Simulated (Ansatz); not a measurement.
# Beta-Sn (white tin) under LDA: testing the Methfessel-Paxton smearing, part 2 of 2

A convergence test of the Methfessel-Paxton smearing width. The geometry was relaxed under LDA beforehand and stays fixed; 7 values are run, from 0.01 to 1.0 eV. Wanted are the values from which on the energy stays within 10 and 1 meV/atom, and the pressure within 0.5 GPa, of the narrowest run. Within the series other settings stay, but some runs also write fields, which adds to their time. Spin polarisation is left out.

Ansatz 0.2.0; DFT LDA, plane waves with PAW, scalar-relativistic. Earlier steps stand in the parts before.

## Step 6: Run at 0.3 eV

The run at 0.3 eV.

Input file input.yaml:

```yaml
crystal:
  lattice:
    - [-2.8994216605, 2.9008009606, 1.5581694818]
    - [2.9008009606, -2.8994216605, 1.5581694818]
    - [2.8985835788, 2.8985835788, -1.5556411493]
  atoms:
    - { symbol: Sn, position: [1.64062e-05, 0.9999835938, 0.0] }
    - { symbol: Sn, position: [0.7499835938, 0.2500164062, 0.5] }
hamiltonian:
  xc: lda
  pseudopotentials:
    kind: paw
    azcp:
      Sn: "pseudopotentials/Sn.paw.azcp"
basis:
  ecutwfc: 420
  fft_grid_basis: typed
kpoints:
  mp_grid: { grid: [11, 11, 8], shift: [0, 0, 0] }
magnetization:
  spin_polarized: false
scf:
  occupations: { method: methfessel_paxton, width: 0.3 }
  lower_state_search: "off"
output:
  stress: true
```

Launch:

```
$ ansatz run input.yaml --threads 2 --pin off --max-ram 5120MiB --backend cpu --events-out ev --progress --plain --runs-dir out
```

Log:

```text
Warning: <dir> the record states the generating functional pbe (its physics header spells it `PBE`), which answers neither for hamiltonian.xc's functional nor for the lda family's — results may be inconsistent (PPs are generated against a specific XC)
Warning: RAYON_NUM_THREADS=2 ignored (pool sized by the plan → 2); use --threads N
Engine: ansatz 0.2.0, x86_64-unknown-linux-gnu
Pseudopotentials: kind: paw
Pseudopotential: Sn, paw, valence charge 14, recommended cutoff 420 eV (normal), <dir>
Functional definition: SPW92
  exchange = slater_x
  correlation = pw_c
Crystal: 2 atoms, lattice volume = 52.406 Å³
Basis set: ecut = 420 eV, 1033 PW (Γ)
Bands: 18, of which v1, the nominal top of the filled ones, is band 14 counted from 1 (13 counted from 0)
Symmetry: 4 space group operations
Space group: C2/c (ITA 15), of the structure as read, at distance tolerance 3.7e-5 Å
k-points: 270 of 968
Non-local potential: Sn, projectors of the file, l = 0: 2, l = 1: 2, l = 2: 2, l = 3: 2
PAW form: soft (Blöchl's): semilocal exchange-correlation on the pseudo side does not see the compensation charge
PAW frozen core: Sn, regenerated for the run's functional, and the local potential with it (the file was generated under x = pbe(κ = 0.804, μ = 0.2195149727645171), c = pbe(β = 0.06672455060314922))
PAW one-centre angular grid: Sn, 590 points (default); XC on 64 Gauss nodes
Initial density: superposition of atomic densities (neutral atoms: chi_scale 0, normalization atom), corrected by the library's trained network
Initial wavefunctions: pseudopotential atomic-orbital guess
Functional: x = slater, c = lda
SCF iter   1: F=—  HF=-11759.082412 eV  |F-HF|=—  |Δ(HF+E_count)|=         —  Δρ=6.80e-3  dr2=1.07e-2  ethr=1.77e-3  ⟨swp⟩=5.2  Hψ=22520  notcnv=0
preconditioner: auto → Kerker (q_TF=auto, 2.458 Å⁻¹)  [metal: Δε(μ)=0.012 eV  Ē_g=20.262 eV  σ=0.300 eV  W_gap=0.03  n_scr=16 (ndim 8)  ℏωp=27.1 eV  f_vac=0.000  D(μ)=0.79/eV (n_scr^D=4)]
SCF iter   2: F=—  HF=-11759.076383 eV  |F-HF|=—  |Δ(HF+E_count)|=   6.03e-3  S|Δr|=    0.00e0  Δρ=3.61e-3  dr2=3.15e-3  ethr=3.84e-5  ⟨swp⟩=1.5  Hψ=7467  notcnv=0
SCF iter   3: F=—  HF=-11759.075290 eV  |F-HF|=—  |Δ(HF+E_count)|=   1.09e-3  S|Δr|=    0.00e0  Δρ=4.87e-4  dr2=1.81e-4  ethr=1.13e-5  ⟨swp⟩=2.0  Hψ=7560  notcnv=0
SCF iter   4: F=—  HF=-11759.075247 eV  |F-HF|=—  |Δ(HF+E_count)|=   4.35e-5  S|Δr|=    0.00e0  Δρ=4.16e-4  dr2=4.44e-5  ethr=6.48e-7  ⟨swp⟩=2.0  Hψ=8653  notcnv=0
SCF iter   5: F=—  HF=-11759.075214 eV  |F-HF|=—  |Δ(HF+E_count)|=   3.31e-5  S|Δr|=    0.00e0  Δρ=6.45e-5  dr2=3.34e-6  ethr=1.59e-7  ⟨swp⟩=2.0  Hψ=8629  notcnv=0
SCF iter   6: F=—  HF=-11759.075213 eV  |F-HF|=—  |Δ(HF+E_count)|=   6.29e-7  S|Δr|=    0.00e0  Δρ=4.90e-5  dr2=1.27e-6  ethr=1.19e-8  ⟨swp⟩=1.0  Hψ=4860  notcnv=0
SCF iter   7: F=-11759.075212 eV  HF=-11759.075212 eV  |F-HF|=2.81e-8  |Δ(HF+E_count)|=   6.76e-7  S|Δr|=    0.00e0  Δρ=7.61e-6  dr2=2.52e-8  ethr=3.57e-10  ⟨swp⟩=3.5  Hψ=21508  notcnv=0
SCF 1 converged in 7 iterations: F = -11759.075212 eV  dr2 = 2.52e-8
SCF converged after 7 iterations
Stability not checked: this state was not tested for a lower state beside it, because cold or Methfessel-Paxton smearing, or corrected tetrahedra, fill the levels in a way that the test cannot read (fill_not_monotonic; see scf.lower_state_search)
Free energy (F): -11759.075212 eV
Harris-Foulkes:  -11759.075212 eV  (|F-HF|=2.81e-8)
Internal energy: -11759.077635 eV  (E = F + TS)
E sigma→0 (E₀):  -11759.075818 eV
Entropy (-TS):   0.002423 eV (1.211 meV/atom)
Fermi energy:    10.888913 eV
--- Per-component energies (eV) ---
  E_band       = -157.896725
  E_kinetic    = 376.952145
  E_local      = -1662.561881  (includes V_loc(G=0)·N_el)
  E_nonlocal   = -56.027022
  E_hartree    = 1045.829347
  E_xc         = -759.001613
  E_vxc        = -198.412814  (∫ρ·V_xc dr)
  E_paw        = -7989.236514  (= ΣΔE_a)
  E_vpaw       = -709.495747  (= ΣTr[D̂ρ^β])
  E_aug_tail   = -0.000001  (compensation charges beyond the density's cutoff)
  E_ewald      = -2715.881892
  E_core_change = 0.849796  (= ΣΔE_core)
  E_smearing   = 0.002423  (= −TS)
  E_closure    = -0.000000  (closes the sum)
  Σ components = -11759.075212   (vs F -11759.075212, Δ=0.00e0)
--- Stress (GPa, compression-positive) ---
       -0.028016      -0.009067       0.025137
       -0.009067      -0.028016       0.025137
        0.025137       0.025137      -0.101974
  P = ⅓ Tr σ = -0.0527 GPa (-0.527 kbar)
```

Run time: 3.7 s. Hardware: 2 threads of Intel Xeon 6975P-C (Granite Rapids), shared host; peak memory 0.49 GiB.

## Step 7: Run at 0.6 eV

The run at 0.6 eV.

input.yaml, as its differences from that of step 6:

```diff
@@ -22,3 +22,3 @@
 scf:
-  occupations: { method: methfessel_paxton, width: 0.3 }
+  occupations: { method: methfessel_paxton, width: 0.6 }
   lower_state_search: "off"
@@ -26 +26,5 @@
   stress: true
+  write_density: true
+  write_potential: true
+  elf: true
+  volumetric_format: npy
```

Launch:

```
$ ansatz run input.yaml --threads 2 --pin off --max-ram 5120MiB --backend cpu --events-out ev --progress --plain --runs-dir out
```

Log:

```text
Warning: <dir> the record states the generating functional pbe (its physics header spells it `PBE`), which answers neither for hamiltonian.xc's functional nor for the lda family's — results may be inconsistent (PPs are generated against a specific XC)
Warning: RAYON_NUM_THREADS=2 ignored (pool sized by the plan → 2); use --threads N
band count auto-derived: 19 (N_el = 28.0; filled up to band 14; 18 by the electrons, moments and atoms)
Engine: ansatz 0.2.0, x86_64-unknown-linux-gnu
Pseudopotentials: kind: paw
Pseudopotential: Sn, paw, valence charge 14, recommended cutoff 420 eV (normal), <dir>
Functional definition: SPW92
  exchange = slater_x
  correlation = pw_c
Crystal: 2 atoms, lattice volume = 52.406 Å³
Basis set: ecut = 420 eV, 1033 PW (Γ)
Bands: 19, of which v1, the nominal top of the filled ones, is band 14 counted from 1 (13 counted from 0)
Symmetry: 4 space group operations
Space group: C2/c (ITA 15), of the structure as read, at distance tolerance 3.7e-5 Å
k-points: 270 of 968
Non-local potential: Sn, projectors of the file, l = 0: 2, l = 1: 2, l = 2: 2, l = 3: 2
PAW form: soft (Blöchl's): semilocal exchange-correlation on the pseudo side does not see the compensation charge
PAW frozen core: Sn, regenerated for the run's functional, and the local potential with it (the file was generated under x = pbe(κ = 0.804, μ = 0.2195149727645171), c = pbe(β = 0.06672455060314922))
PAW one-centre angular grid: Sn, 590 points (default); XC on 64 Gauss nodes
Initial density: superposition of atomic densities (neutral atoms: chi_scale 0, normalization atom), corrected by the library's trained network
Initial wavefunctions: pseudopotential atomic-orbital guess
Functional: x = slater, c = lda
SCF iter   1: F=—  HF=-11759.078979 eV  |F-HF|=—  |Δ(HF+E_count)|=         —  Δρ=6.72e-3  dr2=1.05e-2  ethr=1.77e-3  ⟨swp⟩=5.2  Hψ=23851  notcnv=0
preconditioner: auto → Kerker (q_TF=auto, 2.458 Å⁻¹)  [metal: Δε(μ)=0.019 eV  Ē_g=21.084 eV  σ=0.600 eV  W_gap=0.03  n_scr=16 (ndim 8)  ℏωp=27.1 eV  f_vac=0.000  D(μ)=0.87/eV (n_scr^D=4)]
SCF iter   2: F=—  HF=-11759.072924 eV  |F-HF|=—  |Δ(HF+E_count)|=   6.06e-3  S|Δr|=    0.00e0  Δρ=3.60e-3  dr2=3.14e-3  ethr=3.75e-5  ⟨swp⟩=1.5  Hψ=7705  notcnv=0
SCF iter   3: F=—  HF=-11759.071830 eV  |F-HF|=—  |Δ(HF+E_count)|=   1.09e-3  S|Δr|=    0.00e0  Δρ=4.98e-4  dr2=1.85e-4  ethr=1.12e-5  ⟨swp⟩=2.0  Hψ=7787  notcnv=0
SCF iter   4: F=—  HF=-11759.071787 eV  |F-HF|=—  |Δ(HF+E_count)|=   4.25e-5  S|Δr|=    0.00e0  Δρ=4.61e-4  dr2=5.48e-5  ethr=6.59e-7  ⟨swp⟩=2.0  Hψ=8894  notcnv=0
SCF iter   5: F=—  HF=-11759.071745 eV  |F-HF|=—  |Δ(HF+E_count)|=   4.21e-5  S|Δr|=    0.00e0  Δρ=5.80e-5  dr2=2.69e-6  ethr=1.96e-7  ⟨swp⟩=2.0  Hψ=8693  notcnv=0
SCF iter   6: F=—  HF=-11759.071745 eV  |F-HF|=—  |Δ(HF+E_count)|=   2.28e-7  S|Δr|=    0.00e0  Δρ=3.91e-5  dr2=1.02e-6  ethr=9.59e-9  ⟨swp⟩=1.6  Hψ=7439  notcnv=0
SCF iter   7: F=-11759.071744 eV  HF=-11759.071745 eV  |F-HF|=4.34e-8  |Δ(HF+E_count)|=   4.97e-7  S|Δr|=    0.00e0  Δρ=8.90e-6  dr2=3.95e-8  ethr=3.57e-10  ⟨swp⟩=7.8  Hψ=34577  notcnv=0
SCF 1 converged in 7 iterations: F = -11759.071744 eV  dr2 = 3.95e-8
SCF converged after 7 iterations
Stability not checked: this state was not tested for a lower state beside it, because cold or Methfessel-Paxton smearing, or corrected tetrahedra, fill the levels in a way that the test cannot read (fill_not_monotonic; see scf.lower_state_search)
Free energy (F): -11759.071744 eV
Harris-Foulkes:  -11759.071745 eV  (|F-HF|=4.34e-8)
Internal energy: -11759.079956 eV  (E = F + TS)
E sigma→0 (E₀):  -11759.073797 eV
Entropy (-TS):   0.008212 eV (4.106 meV/atom)
Fermi energy:    10.895576 eV
--- Per-component energies (eV) ---
  E_band       = -157.925828
  E_kinetic    = 376.940817
  E_local      = -1662.536581  (includes V_loc(G=0)·N_el)
  E_nonlocal   = -56.021570
  E_hartree    = 1045.823769
  E_xc         = -758.984361
  E_vxc        = -198.394134  (∫ρ·V_xc dr)
  E_paw        = -7989.269935  (= ΣΔE_a)
  E_vpaw       = -709.549061  (= ΣTr[D̂ρ^β])
  E_aug_tail   = -0.000001  (compensation charges beyond the density's cutoff)
  E_ewald      = -2715.881892
  E_core_change = 0.849796  (= ΣΔE_core)
  E_smearing   = 0.008212  (= −TS)
  E_closure    = -0.000000  (closes the sum)
  Σ components = -11759.071744   (vs F -11759.071744, Δ=0.00e0)
--- Stress (GPa, compression-positive) ---
       -0.139510       0.013488      -0.010823
        0.013488      -0.139510      -0.010823
       -0.010823      -0.010823      -0.033512
  P = ⅓ Tr σ = -0.1042 GPa (-1.042 kbar)
--- Band table (eV; the first three rows and the last of 270) ---
  k-point 0: bands = ["-10.6640", "-10.5838", "-10.5264", "-10.5255", "-10.3371", "-10.3368", "-10.3264", "-10.3262", "-10.2386", "-10.1212", "-0.5032", "7.1189", "8.8117", "8.8160", "13.9158", "17.1436", "17.1445", "18.1475", "18.2393"]
  k-point 1: bands = ["-10.6495", "-10.5857", "-10.5332", "-10.5144", "-10.3438", "-10.3306", "-10.3233", "-10.3213", "-10.2470", "-10.1357", "-0.3599", "6.0792", "8.9841", "9.5902", "14.5708", "16.0769", "16.3978", "18.0410", "18.1493"]
  k-point 2: bands = ["-10.6081", "-10.5892", "-10.5511", "-10.4807", "-10.3668", "-10.3186", "-10.3163", "-10.3074", "-10.2696", "-10.1730", "0.0700", "4.5067", "9.4951", "10.5390", "14.4207", "15.0046", "16.3595", "17.6563", "17.7745"]
  k-point 269: bands = ["-10.5947", "-10.5947", "-10.3828", "-10.3828", "-10.3597", "-10.3597", "-10.3302", "-10.3302", "-10.3202", "-10.3202", "3.0980", "3.0980", "6.0349", "6.0349", "16.3421", "16.3421", "20.1858", "20.1858", "23.4197"]
```

It took 5.7 s on 2 threads of Intel Xeon 6975P-C (Granite Rapids), shared host; peak memory 0.52 GiB.

## Step 8: Run at 1.0 eV

The run at 1.0 eV.

input.yaml, as its differences from that of step 7:

```diff
@@ -22,3 +22,3 @@
 scf:
-  occupations: { method: methfessel_paxton, width: 0.6 }
+  occupations: { method: methfessel_paxton, width: 1.0 }
   lower_state_search: "off"
@@ -26,5 +26 @@
   stress: true
-  write_density: true
-  write_potential: true
-  elf: true
-  volumetric_format: npy
```

Launch:

```
$ ansatz run input.yaml --threads 2 --pin off --max-ram 5120MiB --backend cpu --events-out ev --progress --plain --runs-dir out
```

Log:

```text
Warning: <dir> the record states the generating functional pbe (its physics header spells it `PBE`), which answers neither for hamiltonian.xc's functional nor for the lda family's — results may be inconsistent (PPs are generated against a specific XC)
Warning: RAYON_NUM_THREADS=2 ignored (pool sized by the plan → 2); use --threads N
band count auto-derived: 20 (N_el = 28.0; filled up to band 14; 18 by the electrons, moments and atoms)
Engine: ansatz 0.2.0, x86_64-unknown-linux-gnu
Pseudopotentials: kind: paw
Pseudopotential: Sn, paw, valence charge 14, recommended cutoff 420 eV (normal), <dir>
Functional definition: SPW92
  exchange = slater_x
  correlation = pw_c
Crystal: 2 atoms, lattice volume = 52.406 Å³
Basis set: ecut = 420 eV, 1033 PW (Γ)
Bands: 20, of which v1, the nominal top of the filled ones, is band 14 counted from 1 (13 counted from 0)
Symmetry: 4 space group operations
Space group: C2/c (ITA 15), of the structure as read, at distance tolerance 3.7e-5 Å
k-points: 270 of 968
Non-local potential: Sn, projectors of the file, l = 0: 2, l = 1: 2, l = 2: 2, l = 3: 2
PAW form: soft (Blöchl's): semilocal exchange-correlation on the pseudo side does not see the compensation charge
PAW frozen core: Sn, regenerated for the run's functional, and the local potential with it (the file was generated under x = pbe(κ = 0.804, μ = 0.2195149727645171), c = pbe(β = 0.06672455060314922))
PAW one-centre angular grid: Sn, 590 points (default); XC on 64 Gauss nodes
Initial density: superposition of atomic densities (neutral atoms: chi_scale 0, normalization atom), corrected by the library's trained network
Initial wavefunctions: pseudopotential atomic-orbital guess
Functional: x = slater, c = lda
SCF iter   1: F=—  HF=-11759.071549 eV  |F-HF|=—  |Δ(HF+E_count)|=         —  Δρ=6.69e-3  dr2=1.04e-2  ethr=1.77e-3  ⟨swp⟩=5.1  Hψ=24789  notcnv=0
preconditioner: auto → Kerker (q_TF=auto, 2.458 Å⁻¹)  [metal: Δε(μ)=0.019 eV  Ē_g=21.900 eV  σ=1.000 eV  W_gap=0.02  n_scr=16 (ndim 8)  ℏωp=27.1 eV  f_vac=0.000  D(μ)=0.92/eV (n_scr^D=4)]
SCF iter   2: F=—  HF=-11759.065512 eV  |F-HF|=—  |Δ(HF+E_count)|=   6.04e-3  S|Δr|=    0.00e0  Δρ=3.64e-3  dr2=3.19e-3  ethr=3.70e-5  ⟨swp⟩=1.5  Hψ=7899  notcnv=0
SCF iter   3: F=—  HF=-11759.064407 eV  |F-HF|=—  |Δ(HF+E_count)|=   1.10e-3  S|Δr|=    0.00e0  Δρ=5.30e-4  dr2=1.94e-4  ethr=1.14e-5  ⟨swp⟩=2.0  Hψ=8063  notcnv=0
SCF iter   4: F=—  HF=-11759.064365 eV  |F-HF|=—  |Δ(HF+E_count)|=   4.21e-5  S|Δr|=    0.00e0  Δρ=5.34e-4  dr2=7.31e-5  ethr=6.92e-7  ⟨swp⟩=2.0  Hψ=9196  notcnv=0
SCF iter   5: F=—  HF=-11759.064311 eV  |F-HF|=—  |Δ(HF+E_count)|=   5.41e-5  S|Δr|=    0.00e0  Δρ=1.19e-4  dr2=4.49e-6  ethr=2.61e-7  ⟨swp⟩=2.0  Hψ=8063  notcnv=0
SCF iter   6: F=—  HF=-11759.064309 eV  |F-HF|=—  |Δ(HF+E_count)|=   1.35e-6  S|Δr|=    0.00e0  Δρ=2.98e-5  dr2=7.91e-7  ethr=1.60e-8  ⟨swp⟩=2.0  Hψ=8176  notcnv=0
SCF iter   7: F=—  HF=-11759.064309 eV  |F-HF|=—  |Δ(HF+E_count)|=   2.75e-7  S|Δr|=    0.00e0  Δρ=1.29e-5  dr2=1.13e-7  ethr=2.83e-9  ⟨swp⟩=1.1  Hψ=5468  notcnv=0
SCF iter   8: F=-11759.064309 eV  HF=-11759.064309 eV  |F-HF|=1.36e-9  |Δ(HF+E_count)|=   5.33e-8  S|Δr|=    0.00e0  Δρ=1.74e-6  dr2=1.28e-9  ethr=3.57e-10  ⟨swp⟩=4.6  Hψ=18062  notcnv=0
SCF 1 converged in 8 iterations: F = -11759.064309 eV  dr2 = 1.28e-9
SCF converged after 8 iterations
Stability not checked: this state was not tested for a lower state beside it, because cold or Methfessel-Paxton smearing, or corrected tetrahedra, fill the levels in a way that the test cannot read (fill_not_monotonic; see scf.lower_state_search)
Free energy (F): -11759.064309 eV
Harris-Foulkes:  -11759.064309 eV  (|F-HF|=1.36e-9)
Internal energy: -11759.087017 eV  (E = F + TS)
E sigma→0 (E₀):  -11759.069986 eV
Entropy (-TS):   0.022708 eV (11.354 meV/atom)
Fermi energy:    10.904594 eV
--- Per-component energies (eV) ---
  E_band       = -157.933331
  E_kinetic    = 376.930384
  E_local      = -1662.518234  (includes V_loc(G=0)·N_el)
  E_nonlocal   = -56.026439
  E_hartree    = 1045.801199
  E_xc         = -758.990660
  E_vxc        = -198.400537  (∫ρ·V_xc dr)
  E_paw        = -7989.251171  (= ΣΔE_a)
  E_vpaw       = -709.518652  (= ΣTr[D̂ρ^β])
  E_aug_tail   = -0.000001  (compensation charges beyond the density's cutoff)
  E_ewald      = -2715.881892
  E_core_change = 0.849796  (= ΣΔE_core)
  E_smearing   = 0.022708  (= −TS)
  E_closure    = 0.000000  (closes the sum)
  Σ components = -11759.064309   (vs F -11759.064309, Δ=0.00e0)
--- Stress (GPa, compression-positive) ---
       -0.135399       0.011680      -0.022552
        0.011680      -0.135399      -0.022552
       -0.022552      -0.022552      -0.060279
  P = ⅓ Tr σ = -0.1104 GPa (-1.104 kbar)
```

It took 5.1 s on 2 threads of Intel Xeon 6975P-C (Granite Rapids), shared host; peak memory 0.53 GiB.

## Step 9: The series

Differences are taken from the run at 0.01 eV.

| smearing (eV) | F (meV/atom) | E(σ → 0) (meV/atom) | P (GPa) | SCF cycles | CPU time |
| --- | --- | --- | --- | --- | --- |
| 0.01 | 0.00 | 0.00 | -0.03 | 7 | 7.4 s |
| 0.03 | 0.00 | -0.01 | -0.02 | 7 | 7.7 s |
| 0.1 | -0.01 | -0.02 | -0.01 | 7 | 7.1 s |
| 0.2 | 0.24 | 0.07 | -0.03 | 7 | 10 s |
| 0.3 | 0.60 | 0.29 | -0.05 | 7 | 7 s |
| 0.6 | 2.33 | 1.30 | -0.10 | 7 | 10 s |
| 1.0 | 6.05 | 3.21 | -0.11 | 8 | 9.5 s |

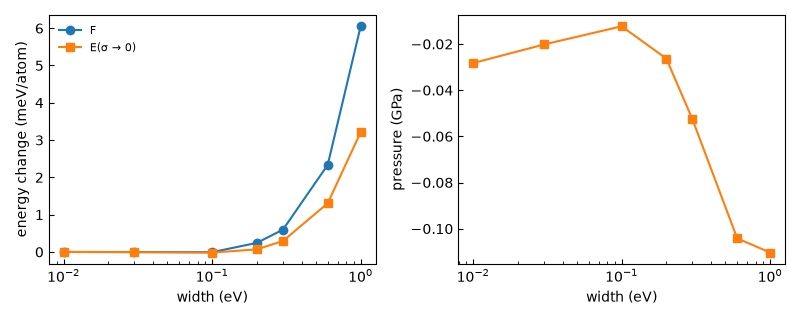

Energy and pressure against the Methfessel-Paxton smearing width.

## Step 10: Summary of results

What follows sums up all 2 parts.

| quantity | value |
| --- | --- |
| E(σ → 0) stays within 10 meV/atom of 0.01 eV | up to 1.0 eV |
| E(σ → 0) stays within 1 meV/atom | up to 0.3 eV |
| pressure stays within 0.5 GPa | up to 1.0 eV |
| pressure at 0.01 eV | -0.03 GPa |
| energy of a separate run on a finer mesh (19×19×13) | +3.6 meV/atom from 0.01 eV |

**Reading.** The far end, 1.0 eV, lies +3.2 meV/atom and -0.1 GPa from the yardstick. Over the range F shifts by +6.1 meV/atom, while E(σ → 0) shifts by +3.2. This scheme cancels the term in the square of the width, so F moves little up to 0.2 eV. The mesh (11×11×8) is fixed, so the narrowest widths carry a k-point error of their own. The yardstick itself is unsettled by 3.6 meV/atom against the finer mesh, so the thresholds above hold only within this series, and wider smearing, which averages over more states, can land nearer the fine-mesh value than the narrowest does. The cell taken over is 3 % smaller than the measured one (27.05 Å³/atom, COD).
